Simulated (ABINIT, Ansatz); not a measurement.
# Quasiparticle gap of CaO (Lime) in ABINIT

Wanted: ground state, empty states, screening and self-energy for CaO (Lime).

Main program and level: ABINIT 10.8.3; PBE and many-body steps on it, plane waves.

## Step 1: The starting structure

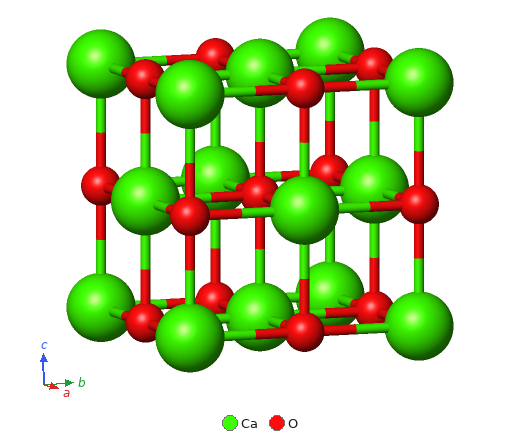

The cell as given, slightly off an axis (calcium green, oxygen red). This picture shows the conventional cell, with its axes. Some periodic images of atoms are drawn too.

The cell and positions come from the Crystallography Open Database and are kept as given unless a step says otherwise.

## Step 2: Ground state

This step: ABINIT 10.8.3; DFT, PBE, plane waves, norm-conserving pseudopotentials.

The ground-state density comes first.

Input file run.abi:

```
acell 3*1.0 Angstrom
rprim 
  -0.000000000000 2.406500000000 2.406500000000
  2.406500000000 -0.000000000000 2.406500000000
  2.406500000000 2.406500000000 -0.000000000000
ntypat 2
znucl 20 8
natom 2
typat 1 2
xred 
  0.000000000000 0.000000000000 0.000000000000
  0.500000000000 0.500000000000 0.500000000000
pp_dirpath "pseudos"
pseudos "Ca.upf, O.upf"
ecut 36
ngkpt 8 8 8
nshiftk 1
shiftk 0 0 0
kptopt 1
chksymbreak 0
nband 13
occopt 1
tolvrs 1e-10
nstep 60
prtwf 0
optforces 0
optstress 0
indata_prefix "in"
outdata_prefix "out"
tmpdata_prefix "tmp"
```

On the command line:

```bash
$ OMP_NUM_THREADS=1 mpirun -n 8 abinit run.abi > log
```

Numbers of over 12 decimals in the logs are rounded to 6 here.

The program printed:

```text
.Version 10.8.3 of ABINIT. v10.8.2 released Aug 2026.

 Symmetries : space group Fm -3 m (#225); Bravais cF (face-center cubic)
================================================================================
 Values of the parameters that define the memory need of the present run
     intxc =       0    ionmov =       0      iscf =       7    lmnmax =       6
     lnmax =       6     mgfft =      36  mpssoang =       3    mqgrid =    3001
     natom =       2  nloc_mem =       1    nspden =       1   nspinor =       1
    nsppol =       1      nsym =      48    n1xccc =    2501    ntypat =       2
    occopt =       1   xclevel =       2
-    mband =          13        mffmem =           1         mkmem =           4
       mpw =        1964          nfft =       46656          nkpt =          29
================================================================================
  Rough estimation (10% accuracy) of disk space for files :
================================================================================

--------------------------------------------------------------------------------
------------- Echo of variables that govern the present computation ------------
--------------------------------------------------------------------------------
 -outvars: echo values of preprocessed input variables --------
            acell      1.8897261259E+00  1.8897261259E+00  1.8897261259E+00 Bohr

      chksymbreak           0
             ecut      3.60000000E+01 Hartree
-          fftalg         312

              ixc     -101130
              kpt      0.00000000E+00  0.00000000E+00  0.00000000E+00
                       1.25000000E-01  0.00000000E+00  0.00000000E+00
                       2.50000000E-01  0.00000000E+00  0.00000000E+00
                       3.75000000E-01  0.00000000E+00  0.00000000E+00
                       5.00000000E-01  0.00000000E+00  0.00000000E+00
                       1.25000000E-01  1.25000000E-01  0.00000000E+00
                       2.50000000E-01  1.25000000E-01  0.00000000E+00
                       3.75000000E-01  1.25000000E-01  0.00000000E+00
                       5.00000000E-01  1.25000000E-01  0.00000000E+00
   [... 18 further rows ...]
                      -3.75000000E-01  5.00000000E-01  1.25000000E-01
                      -2.50000000E-01  5.00000000E-01  2.50000000E-01
         kptrlatt        8    0    0      0    8    0      0    0    8
          kptrlen      5.14505140E+01
P           mkmem           4
            natom           2
            nband          13
            ngfft          36      36      36
             nkpt          29
            nstep          60
             nsym          48
           ntypat           2
              occ      2.000000  2.000000  2.000000  2.000000  2.000000  2.000000
                       2.000000  2.000000  0.000000  0.000000  0.000000  0.000000
                       0.000000
        optforces           0
        optstress           0
            prtwf           0
            rprim     -0.0000000000E+00  2.4065000000E+00  2.4065000000E+00
[...]
spgroup         225

           tolvrs      1.00000000E-10

             xred      0.0000000000E+00  0.0000000000E+00  0.0000000000E+00
[...]
znucl       20.00000    8.00000

================================================================================

 chkinp: Checking input parameters for consistency.

================================================================================
== DATASET  1 ==================================================================
-   mpi_nproc: 8, omp_nthreads: 1 (-1 if OMP is not activated)

--- !DatasetInfo
iteration_state: {dtset: 1, }
dimensions: {natom: 2, nkpt: 29, mband: 13, nsppol: 1, nspinor: 1, nspden: 1, mpw: 1964, }
cutoff_energies: {ecut:  36.0, pawecutdg:  -1.0, }
electrons: {nelect:   1.60000000E+01, charge:   0.00000000E+00, occopt:   1.00000000E+00, tsmear:   1.00000000E-02, }

 Real(R)+Recip(G) space primitive vectors, cartesian coordinates (Bohr,Bohr^-1):
 R(1)=  0.0000000  4.5476259  4.5476259  G(1)= -0.1099475  0.1099475  0.1099475
 R(2)=  4.5476259  0.0000000  4.5476259  G(2)=  0.1099475 -0.1099475  0.1099475
 R(3)=  4.5476259  4.5476259  0.0000000  G(3)=  0.1099475  0.1099475 -0.1099475
 Unit cell volume ucvol=  1.8809801E+02 bohr^3
 Angles (23,13,12)=  6.00000000E+01  6.00000000E+01  6.00000000E+01 degrees

 getcut: wavevector=  0.0000  0.0000  0.0000  ngfft=  36  36  36
         ecut(hartree)=     36.000   => boxcut(ratio)=   2.07246

--- Pseudopotential description ------------------------------------------------
- Ca Generated using ONCVPSP code by D. R. Hamann
- 20.00000  10.00000  171031                  znucl, zion, pspdat
12 -101130 2 -1 1766                          pspcod,pspxc,lmax,lloc,mmax
     nproj     2     2     2
  pspatm : epsatm=   12.33471919
         --- l  ekb(1:nproj) -->
[...]
pspatm: atomic psp has been read  and splines computed

- O Generated using ONCVPSP code by D. R. Hamann
-  8.00000   6.00000  171031                  znucl, zion, pspdat
12 -101130 2 -1 936                           pspcod,pspxc,lmax,lloc,mmax
     nproj     2     2     1
  pspatm : epsatm=    6.19545534
         --- l  ekb(1:nproj) -->
[...]
1   -4.717130   -1.149271
             2   -1.331955
 pspatm: atomic psp has been read  and splines computed

   2.96482793E+02                                ecore*ucvol(ha*bohr**3)
--------------------------------------------------------------------------------

_setup2: Arith. and geom. avg. npw (full set) are    1940.436    1940.412

================================================================================

--- !BeginCycle
iteration_state: {dtset: 1, }
solver: {iscf: 7, nstep: 60, nline: 4, wfoptalg: 0, }
tolerances: {tolvrs: 1.00E-10, }

     iter   Etot(hartree)      deltaE(h)  residm     vres2
 ETOT  1  -55.233271494428    -5.523E+01 1.514E-01 5.754E+02
 ETOT  2  -55.004690637663     2.286E-01 5.139E-02 1.430E+03
 ETOT  3  -55.380443762184    -3.758E-01 1.474E-02 2.430E+01
 ETOT  4  -55.386725259412    -6.281E-03 4.894E-03 1.142E+00
 ETOT  5  -55.386742926157    -1.767E-05 3.231E-03 6.128E-01
 ETOT  6  -55.386904093586    -1.612E-04 1.541E-03 1.632E-02
 ETOT  7  -55.386908013823    -3.920E-06 1.937E-03 2.791E-04
 ETOT  8  -55.386908058106    -4.428E-08 1.246E-03 3.790E-06
 ETOT  9  -55.386908058756    -6.503E-10 2.295E-03 1.125E-06
 ETOT 10  -55.386908059092    -3.360E-10 1.205E-03 1.054E-09
 ETOT 11  -55.386908059093    -7.390E-13 1.935E-03 9.254E-11

 At SCF step   11       vres2   =  9.25E-11 < tolvrs=  1.00E-10 =>converged.

--- !ResultsGS
iteration_state: {dtset: 1, }
comment   : Summary of ground state results
lattice_vectors:
- [ -0.0000000,   4.5476259,   4.5476259, ]
- [  4.5476259,  -0.0000000,   4.5476259, ]
- [  4.5476259,   4.5476259,  -0.0000000, ]
lattice_lengths: [   6.43131,    6.43131,    6.43131, ]
lattice_angles: [ 60.000,  60.000,  60.000, ] # degrees, (23, 13, 12)
lattice_volume:   1.8809801E+02
convergence: {deltae: -7.390E-13, res2:  9.254E-11, residm:  1.935E-03, diffor:  0.000E+00, }
etotal    :  -5.53869081E+01
entropy   :   0.00000000E+00
fermie    :   1.86115127E-01
cartesian_stress_tensor: null
pressure_GPa: null
xred      :
- [  0.0000E+00,   0.0000E+00,   0.0000E+00, Ca]
- [  5.0000E-01,   5.0000E-01,   5.0000E-01,  O]
cartesian_forces: null
force_length_stats: {min: null, max: null, mean: null, }

 Integrated electronic density in atomic spheres:
 ------------------------------------------------
 Atom  Sphere_radius  Integrated_density
    1        2.00000          7.65233652
    2        2.00000          6.16580487
================================================================================

 ----iterations are completed or convergence reached----

 Mean square residual over all n,k,spin=   67.419E-07; max=  19.352E-04
 reduced coordinates (array xred) for    2 atoms
       0.000000000000      0.000000000000      0.000000000000
       0.500000000000      0.500000000000      0.500000000000
 rms dE/dt=  0.0000E+00; max dE/dt=  0.0000E+00; dE/dt below (all hartree)
    1       0.000000000000      0.000000000000      0.000000000000
    2       0.000000000000      0.000000000000      0.000000000000

 cartesian coordinates (angstrom) at end:
    1      0.000000     0.000000     0.000000
    2      2.406500     2.406500     2.406500
 length scales=  1.889726125908  1.889726125908  1.889726125908 bohr
              =  1.000000000000  1.000000000000  1.000000000000 angstroms
 prteigrs : about to open file out_EIG
 Fermi (or HOMO) energy (hartree) =   0.18612   Average Vxc (hartree)=  -0.38719
 Eigenvalues (hartree) for nkpt=  29  k points:
 kpt#   1, nband= 13, wtk=  0.00195, kpt=  0.0000  0.0000  0.0000 (reduced coord)
  -1.19837   -0.49133   -0.49133   -0.49133   -0.38219    0.18612    0.18612    0.18612
   0.35937    0.41497    0.41497    0.41497    0.46974
 prteigrs : prtvol=0 or 1, do not print more k-points.

--- !EnergyTerms
iteration_state     : {dtset: 1, }
comment             : Components of total free energy in Hartree
kinetic             :  2.44522709864429E+01
hartree             :  1.03702406318974E+01
xc                  : -1.16201536039229E+01
Ewald energy        : -4.14671963569245E+01
psp_core            :  1.57621442198582E+00
local_psp           : -3.94509884660682E+01
non_local_psp       :  7.52704327496218E-01
total_energy        : -5.53869080590932E+01
total_energy_eV     : -1.50715454816662E+03
band_energy         : -5.25791741599969E+00

== END DATASET(S) ==============================================================
================================================================================

 -outvars: echo values of variables after computation  --------
           etotal     -5.5386908059E+01
            nband          13
             nkpt          29
          spgroup         225
 [... the other variables as echoed above ...]

 Calculation completed.
```

The job ended after 9.2 s (8 MPI ranks of Arm Neoverse N1, shared host; peak memory 0.54 GiB).

Numbers from this step:

| Item | Value |
| --- | --- |
| total energy | -1507.1545 eV |
| gap | 3.662 eV |
| k of the valence top | 0, 0, 0 |
| k of the conduction bottom | 0.5, 0.5, 0 |
| least direct gap | 4.037 eV |

The gap is indirect, with the least direct gap 0.37 eV higher.

## Step 3: Bands along the symmetry lines

Levels along a band path, at the cheap level, show where the edges lie and whether the meshes to come will hold them.

Input file run.abi:

```
acell 3*1.0 Angstrom
rprim 
  -0.000000000000 2.406500000000 2.406500000000
  2.406500000000 -0.000000000000 2.406500000000
  2.406500000000 2.406500000000 -0.000000000000
ntypat 2
znucl 20 8
natom 2
typat 1 2
xred 
  0.000000000000 0.000000000000 0.000000000000
  0.500000000000 0.500000000000 0.500000000000
pp_dirpath "pseudos"
pseudos "Ca.upf, O.upf"
ecut 36
iscf -2
irdden 1
kptopt 0
nkpt 50
kpt 
  0.00000000 0.00000000 0.00000000
  0.06250000 0.00000000 0.06250000
  0.12500000 0.00000000 0.12500000
  0.18750000 0.00000000 0.18750000
  0.25000000 0.00000000 0.25000000
  0.31250000 0.00000000 0.31250000
  0.37500000 0.00000000 0.37500000
  0.43750000 0.00000000 0.43750000
  0.50000000 0.00000000 0.50000000
  0.51562500 0.03125000 0.51562500
  0.53125000 0.06250000 0.53125000
  0.54687500 0.09375000 0.54687500
  0.56250000 0.12500000 0.56250000
  0.57812500 0.15625000 0.57812500
  0.59375000 0.18750000 0.59375000
  0.60937500 0.21875000 0.60937500
  0.62500000 0.25000000 0.62500000
  0.37500000 0.37500000 0.75000000
  0.32812500 0.32812500 0.65625000
  0.28125000 0.28125000 0.56250000
  0.23437500 0.23437500 0.46875000
  0.18750000 0.18750000 0.37500000
  0.14062500 0.14062500 0.28125000
  0.09375000 0.09375000 0.18750000
  0.04687500 0.04687500 0.09375000
  0.00000000 0.00000000 0.00000000
  0.06250000 0.06250000 0.06250000
  0.12500000 0.12500000 0.12500000
  0.18750000 0.18750000 0.18750000
  0.25000000 0.25000000 0.25000000
  0.31250000 0.31250000 0.31250000
  0.37500000 0.37500000 0.37500000
  0.43750000 0.43750000 0.43750000
  0.50000000 0.50000000 0.50000000
  0.50000000 0.46875000 0.53125000
  0.50000000 0.43750000 0.56250000
  0.50000000 0.40625000 0.59375000
  0.50000000 0.37500000 0.62500000
  0.50000000 0.34375000 0.65625000
  0.50000000 0.31250000 0.68750000
  0.50000000 0.28125000 0.71875000
  0.50000000 0.25000000 0.75000000
  0.50000000 0.21875000 0.71875000
  0.50000000 0.18750000 0.68750000
  0.50000000 0.15625000 0.65625000
  0.50000000 0.12500000 0.62500000
  0.50000000 0.09375000 0.59375000
  0.50000000 0.06250000 0.56250000
  0.50000000 0.03125000 0.53125000
  0.50000000 0.00000000 0.50000000
istwfk *1
nband 15
nbdbuf 2
tolwfr 1e-08
nstep 40
prtwf 0
prtvol 0
indata_prefix "in"
outdata_prefix "out"
tmpdata_prefix "tmp"
```

The program printed:

```text
.Version 10.8.3 of ABINIT. v10.8.2 released Aug 2026.

 Symmetries : space group Fm -3 m (#225); Bravais cF (face-center cubic)
[... echo of the input left out ...]
== DATASET  1 ==================================================================
-   mpi_nproc: 8, omp_nthreads: 1 (-1 if OMP is not activated)

--- !DatasetInfo
iteration_state: {dtset: 1, }
dimensions: {natom: 2, nkpt: 50, mband: 15, nsppol: 1, nspinor: 1, nspden: 1, mpw: 1964, }
cutoff_energies: {ecut:  36.0, pawecutdg:  -1.0, }
electrons: {nelect:   1.60000000E+01, charge:   0.00000000E+00, occopt:   1.00000000E+00, tsmear:   1.00000000E-02, }

 Real(R)+Recip(G) space primitive vectors, cartesian coordinates (Bohr,Bohr^-1):
 R(1)=  0.0000000  4.5476259  4.5476259  G(1)= -0.1099475  0.1099475  0.1099475
 R(2)=  4.5476259  0.0000000  4.5476259  G(2)=  0.1099475 -0.1099475  0.1099475
 R(3)=  4.5476259  4.5476259  0.0000000  G(3)=  0.1099475  0.1099475 -0.1099475
 Unit cell volume ucvol=  1.8809801E+02 bohr^3
 Angles (23,13,12)=  6.00000000E+01  6.00000000E+01  6.00000000E+01 degrees

 getcut: wavevector=  0.0000  0.0000  0.0000  ngfft=  36  36  36
         ecut(hartree)=     36.000   => boxcut(ratio)=   2.07246

--- Pseudopotential description ------------------------------------------------
- Ca Generated using ONCVPSP code by D. R. Hamann
- 20.00000  10.00000  171031                  znucl, zion, pspdat
12 -101130 2 -1 1766                          pspcod,pspxc,lmax,lloc,mmax
     nproj     2     2     2
  pspatm : epsatm=   12.33471919
         --- l  ekb(1:nproj) -->
             0   10.063789    0.972391
             1    3.049878    0.471799
             2   -3.406671   -1.078890
 pspatm: atomic psp has been read  and splines computed

- O Generated using ONCVPSP code by D. R. Hamann
-  8.00000   6.00000  171031                  znucl, zion, pspdat
12 -101130 2 -1 936                           pspcod,pspxc,lmax,lloc,mmax
     nproj     2     2     1
  pspatm : epsatm=    6.19545534
         --- l  ekb(1:nproj) -->
[...]
2   -1.331955
 pspatm: atomic psp has been read  and splines computed

--------------------------------------------------------------------------------

================================================================================
 prteigrs : about to open file out_EIG
 Non-SCF case, kpt    1 (  0.00000  0.00000  0.00000), residuals and eigenvalues=
  1.62E-09  1.56E-09  5.40E-09  5.32E-09  1.82E-09  2.53E-09  3.79E-09  5.35E-09
  1.18E-09  3.88E-09  7.88E-09  5.10E-09  6.00E-09  7.83E-09  7.63E-09
 -1.1984E+00 -4.9133E-01 -4.9133E-01 -4.9133E-01 -3.8219E-01  1.8612E-01
  1.8612E-01  1.8612E-01  3.5937E-01  4.1497E-01  4.1497E-01  4.1497E-01
[...]
Non-SCF case, kpt    2 (  0.06250  0.00000  0.06250), residuals and eigenvalues=
  2.66E-09  4.09E-09  2.02E-09  5.11E-09  6.28E-09  2.51E-09  3.47E-09  6.62E-09
[...]
3.83E-09  5.53E-09  1.77E-09  3.07E-09  2.90E-09  2.90E-09  3.36E-09  3.11E-09
  1.40E-09  2.87E-09  7.71E-09  1.66E-09  3.06E-09  7.58E-09  4.54E-08
[...]
Non-SCF case, kpt   49 (  0.50000  0.03125  0.53125), residuals and eigenvalues=
[...]
Non-SCF case, kpt   50 (  0.50000  0.00000  0.50000), residuals and eigenvalues=
[...]
-1.1936E+00 -5.1294E-01 -4.9951E-01 -4.9951E-01 -3.7352E-01  1.3836E-01
  1.7235E-01  1.7235E-01  3.2070E-01  4.8094E-01  5.1203E-01  5.3511E-01
[...]
--- !ResultsGS
iteration_state: {dtset: 1, }
comment   : Summary of ground state results
lattice_vectors:
- [ -0.0000000,   4.5476259,   4.5476259, ]
- [  4.5476259,  -0.0000000,   4.5476259, ]
- [  4.5476259,   4.5476259,  -0.0000000, ]
lattice_lengths: [   6.43131,    6.43131,    6.43131, ]
lattice_angles: [ 60.000,  60.000,  60.000, ] # degrees, (23, 13, 12)
lattice_volume:   1.8809801E+02
convergence: {deltae:  0.000E+00, res2:  0.000E+00, residm:  9.931E-09, diffor:  0.000E+00, }
etotal    :  -5.53869081E+01
entropy   :   0.00000000E+00
fermie    :   1.86115127E-01
cartesian_stress_tensor: null
pressure_GPa: null
xred      :
- [  0.0000E+00,   0.0000E+00,   0.0000E+00, Ca]
- [  5.0000E-01,   5.0000E-01,   5.0000E-01,  O]
cartesian_forces: null
force_length_stats: {min: null, max: null, mean: null, }

 Integrated electronic density in atomic spheres:
 ------------------------------------------------
 Atom  Sphere_radius  Integrated_density
[...]
================================================================================

 ----iterations are completed or convergence reached----

 Mean square residual over all n,k,spin=   47.443E-10; max=  99.313E-10
 reduced coordinates (array xred) for    2 atoms
       0.000000000000      0.000000000000      0.000000000000
       0.500000000000      0.500000000000      0.500000000000

 cartesian coordinates (angstrom) at end:
    1      0.000000     0.000000     0.000000
    2      2.406500     2.406500     2.406500
 length scales=  1.889726125908  1.889726125908  1.889726125908 bohr
              =  1.000000000000  1.000000000000  1.000000000000 angstroms
 prteigrs : about to open file out_EIG
 Eigenvalues (hartree) for nkpt=  50  k points:
 kpt#   1, nband= 15, wtk=  1.00000, kpt=  0.0000  0.0000  0.0000 (reduced coord)
[...]
kpt#   2, nband= 15, wtk=  1.00000, kpt=  0.0625  0.0000  0.0625 (reduced coord)
[...]
kpt#   3, nband= 15, wtk=  1.00000, kpt=  0.1250  0.0000  0.1250 (reduced coord)
[...]
kpt#  49, nband= 15, wtk=  1.00000, kpt=  0.5000  0.0313  0.5313 (reduced coord)
  -1.19360   -0.51282   -0.49980   -0.49964   -0.37299    0.13846    0.17099    0.17154
   0.32280    0.48187    0.51324    0.53097    0.53512    0.60227    0.67945
 kpt#  50, nband= 15, wtk=  1.00000, kpt=  0.5000  0.0000  0.5000 (reduced coord)
  -1.19360   -0.51294   -0.49951   -0.49951   -0.37352    0.13836    0.17235    0.17235
   0.32070    0.48094    0.51203    0.53511    0.53511    0.59844    0.67927

== END DATASET(S) ==============================================================
================================================================================

 -outvars: echo values of variables after computation  --------
            nband          15
             nkpt          50
          spgroup         225
 [... the other variables as echoed above ...]

 Calculation completed.
```

The job ended after 8.2 s (8 MPI ranks; peak memory 0.47 GiB; 64 s of CPU time).

This step gave:

```
gap                        : 3.662 eV
k of the valence top       : 0, 0, 0
k of the conduction bottom : 0.5, 0, 0.5
least direct gap           : 4.037 eV
```

The gap is 3.662 eV, as in the run before at this level.

The electronic bands at the labelled points (eV, zero at the top of the highest filled band; v1 is the highest filled band, c1 the lowest empty one):

```tsv
point	v4	v3	v2	v1	c1	c2	c3	c4
Γ	-15.46	0.00	0.00	0.00	4.71	6.23	6.23	6.23
X	-15.23	-1.30	-0.37	-0.37	3.66	8.02	8.87	9.50
U	-14.87	-1.32	-1.20	-0.77	5.14	7.97	8.54	9.02
jump to K	-14.87	-1.32	-1.20	-0.77	5.14	7.97	8.54	9.02
Γ	-15.46	0.00	0.00	0.00	4.71	6.23	6.23	6.23
L	-14.30	-2.61	-1.18	-1.18	7.03	8.33	8.33	8.49
W	-14.86	-1.27	-1.05	-1.05	6.31	6.31	8.36	9.50
X	-15.23	-1.30	-0.37	-0.37	3.66	8.02	8.87	9.50
```

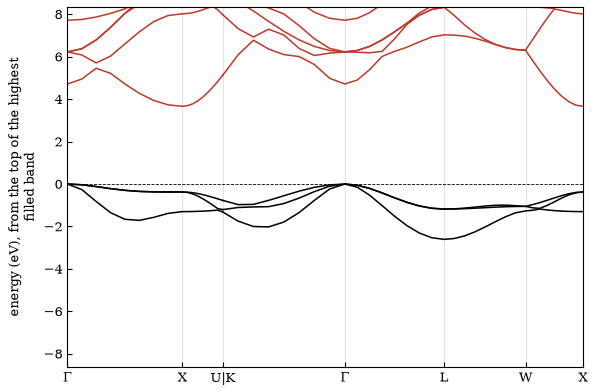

Electronic bands along the path; lines of filled and empty bands in two colours.

[end of part 1 of 2]

[Paths, hosts, dates, memory and timing lines, banners, echoed tables and standing remarks are left out of the program output.]

[Logs are printed without paths, hosts, clocks, repeated set-up lines and the standing remarks that a program may print on its own settings, such as how far it seeks lower states.]

[Runs of the session that timed out or met a known fault of the program may be left out.]

[Hosts, paths, dates, database ids (printed as entryN), source tags and the programs' standing remarks are cut or masked in the printed files.]

[G0W0 gaps are taken among the corrected bands and points alone; a level outside them can change the order at an edge.]

[Where Ansatz stands beside ABINIT at settings called matched, ABINIT's density can come from a denser mesh and the files from another edition; pairs whose starting gaps differed by over 0.03 eV were left out, so agreement reads better than it is.]
